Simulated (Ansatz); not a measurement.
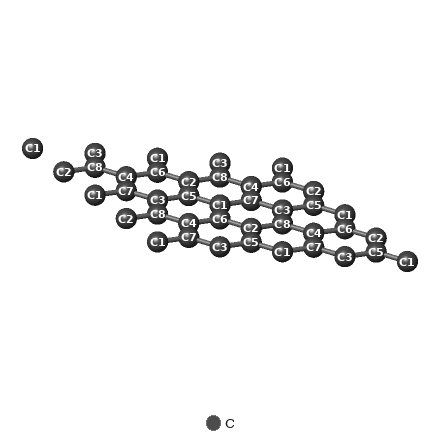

The system is Si on a two-dimensional sheet of C (8 atoms of substrate and one adsorbate in a 2 × 2 cell); the picture shows it without the atoms that are moved over the map. Si is moved over the surface cell; relaxed at each place: the height of the adsorbate's atoms; substrate rigid; the origin of the map has the adsorbate above C1. Places are given modulo a cell vector. The map is drawn in real space over the plane of the surface. The scan uses a 6 × 6 grid; 7 points were computed and 29 follow by symmetry. Places are given in fractions of the 1 × 1 surface cell. Energies are in meV, from the lowest grid point. Energies and slopes of some neighbouring points disagree (a jump in structure or state, or too coarse a mesh). The magnetic moment jumps between some neighbouring points. These are results of Ansatz, DFT PBE+D3(BJ), scalar-relativistic, plane waves, PAW, not measurements. Settings: cutoff 420 eV, k-mesh 6×6×1, gaussian smearing 0.1 eV, spin-polarised.

Range: position of Si9 along the first surface vector from 0.000 to 0.833; position of Si9 along the second surface vector from 0.000 to 0.833.

Q: What will the energy surface look like?

A: The lowest grid point is at a bridge site between two C atoms, (2/6, 1/6) of the cell vectors. The same energy is found at a bridge site between two C atoms, (5/6, 1/6) of the cell vectors; a bridge site between two C atoms, (5/6, 4/6) of the cell vectors. The highest grid point, a sixfold hollow, (2/6, 4/6) of the cell vectors, lies 151 meV above the lowest. At the lowest point the adsorbate has 2 C at 2.14 Å as nearest neighbours, at the highest 6 C at 2.59 Å. Its relaxed height above the top atom is 2.01 Å at the lowest and 2.17 Å at the highest point.

| second ↓, first → | 0/6 | 1/6 | 2/6 | 3/6 | 4/6 | 5/6 |
| --- | --- | --- | --- | --- | --- | --- |
| 5/6 | 66 | 45 | 86 | 86 | 45 | 66 |
| 4/6 | 20 | 86 | 151 | 86 | 20 | 0 |
| 3/6 | 45 | 86 | 86 | 45 | 66 | 66 |
| 2/6 | 20 | 45 | 20 | 66 | 44 | 66 |
| 1/6 | 66 | 66 | 0 | 66 | 66 | 0 |
| 0/6 | 44 | 66 | 20 | 45 | 20 | 66 |

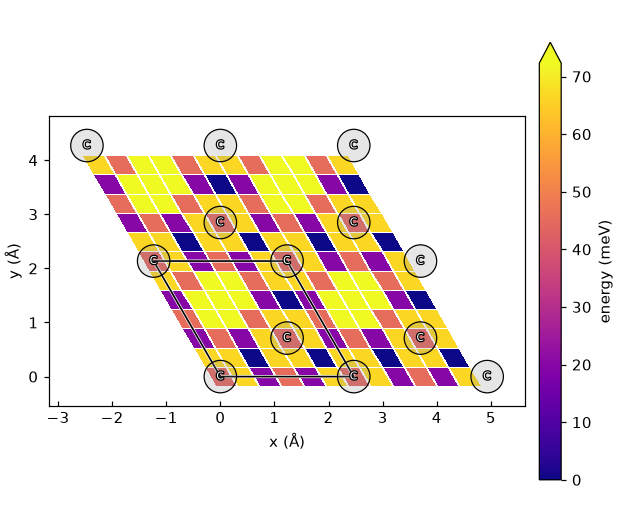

Drawn: one coloured cell a grid point, labelled circles for the atoms of the top layer, the outline of one cell of the 2 × 2 shown, one colour for all values above the top of the scale.

Each point was launched as `ansatz run input.yaml --threads 1 --pin off --max-ram 3072MiB --backend cpu --events-out ev --progress --plain --runs-dir out`. The whole map (7 points run) took 19 min on 1 thread of Arm Neoverse V1, on a shared host.

PAW datasets: the set soft_1.
